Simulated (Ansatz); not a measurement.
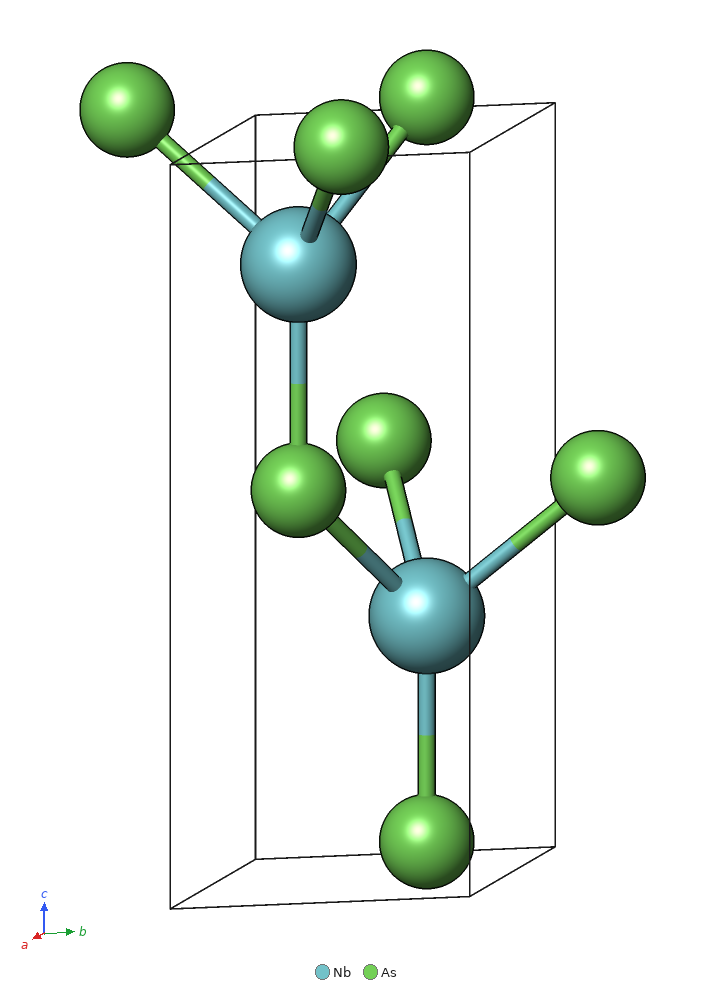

A ball-and-stick picture of a crystal structure, seen slightly off an axis. One conventional unit cell is framed, with atoms on its boundary repeated. Some atoms of the next cells are drawn as well. Cell: a = 3.41 Å, b = 3.41 Å, c = 8.34 Å, α = 90.00°, β = 90.00°, γ = 120.00°.

The structure was taken from a structure type filled with these elements by a generator (whether the compound takes this form wasn't checked). Earlier steps of the study may have refined or changed the cell and positions. It was run through Ansatz as a DFT input.

### Give a description of the structure.

The solid is NbAs. It belongs to space group P6_3mc (No. 186) and has a primitive hexagonal lattice. Cell content 2 Nb, 2 As; Z = 2. Nb is coordinated by four As at about 2.5 Å. Each As atom has four Nb at about 2.5 Å around it. Not all metal-metal contacts are counted. The bonds build a three-dimensional framework.

Level of theory and settings: DFT PBE, scalar-relativistic, plane waves, PAW (Ansatz 0.2.0), wavefunction cutoff 420 eV, k-grid 15×15×6, Gaussian smearing of 0.1 eV, no spin polarisation.

### Metal or not?

A metal: bands cross the Fermi level.

### What are the atomic charges by Bader's partition?

Nb +0.86 e; As -0.86 e.

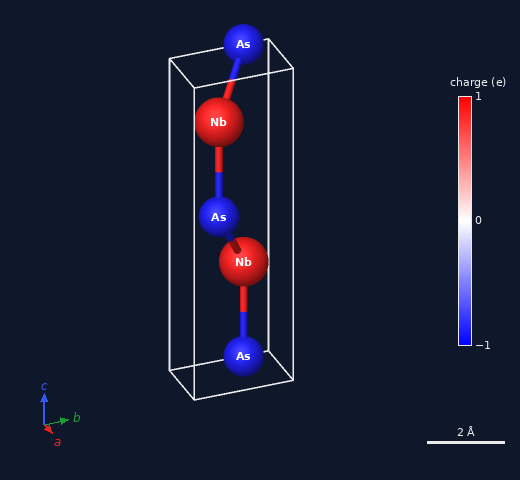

The atoms coloured by those charges. The run's cell of 4 atoms is drawn.

### Are forces and stress small enough to call this relaxed?

Yes. All forces vanish to within 0.01 eV/Å. The pressure is 0.0 GPa, close to zero.
